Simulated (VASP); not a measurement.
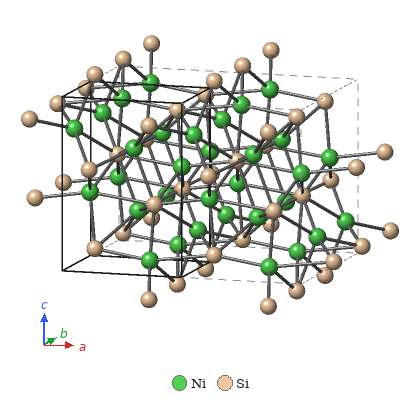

SiNi2, space group Pnma (No. 62), a = 4.990 Å, b = 3.720 Å, c = 7.030 Å, α = 90.00°, β = 90.00°, γ = 90.00°. Source: an entry of the Crystallography Open Database, as set up for an electronic-structure calculation. Forms under 0.4 % of the area are left out.

Question: What shape follows from the Bravais–Friedel–Donnay–Harker rule?

Answer: The forms computed, by share of the surface:

```tsv
form	faces	d (Å)	share of area (%)
{101}	4	4.069	50.5
{011}	4	3.288	32.7
{002}	2	3.515	11.2
{111}	8	2.746	5.6
```

Widths along a, b and c stand as 1.00 : 1.14 : 0.94.

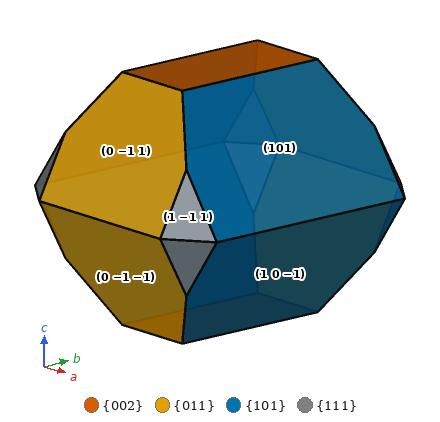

The computed shape, faces indexed. The rule is geometric and ignores bonding and growth conditions.
